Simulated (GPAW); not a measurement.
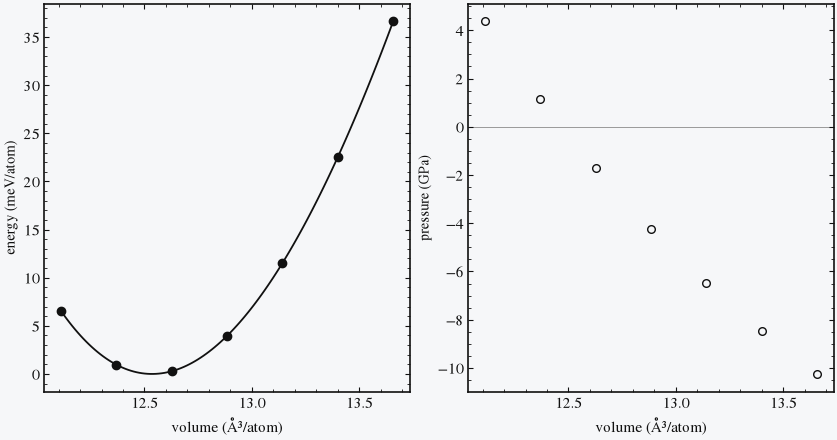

Plotted: energy and pressure against volume for Cu₂O, space group Pn-3m (No. 224).

The given structure:
```xyz
6
Lattice="4.2600 0.0000 0.0000 0.0000 4.2600 0.0000 0.0000 0.0000 4.2600" Properties=species:S:1:pos:R:3 pbc="T T T"
Cu    3.1950    1.0650    3.1950
Cu    1.0650    1.0650    1.0650
Cu    1.0650    3.1950    3.1950
Cu    3.1950    3.1950    1.0650
O     2.1300    2.1300    2.1300
O     0.0000    0.0000    0.0000
```

Method: PAW DFT in plane waves, on a grid or in atomic orbitals, no spin polarisation; energies at scaled volumes of the given cell, shape and fractions fixed, counted from the fit's minimum, third-order Birch-Murnaghan fit (GPAW 26.7.0). Level: PBEsol with D3(BJ).

- k mesh: 5×5×5
- occupations: Fermi–Dirac
- smearing width: 0.05 eV
- potentials: PAW data sets made by gpaw setup for the functional
- wave cutoff: 800 eV
- program settings: basis pw

The printed pressures vanish at a volume slightly off the minimum of the energy fit, as a finite basis (Pulay stress) and smearing make them.

How stiff is the solid, and where is its volume at rest?

Answer. A third-order Birch–Murnaghan fit gives V0 = 12.54 Å³/atom, B0 = 137 GPa and B′ = 4.7.

How does the pressure vary with volume?

Answer. It falls from 4.37 GPa at volume 12.11 Å³/atom to −10.25 GPa at 13.66 Å³/atom, and changes sign near 12.47 Å³/atom.
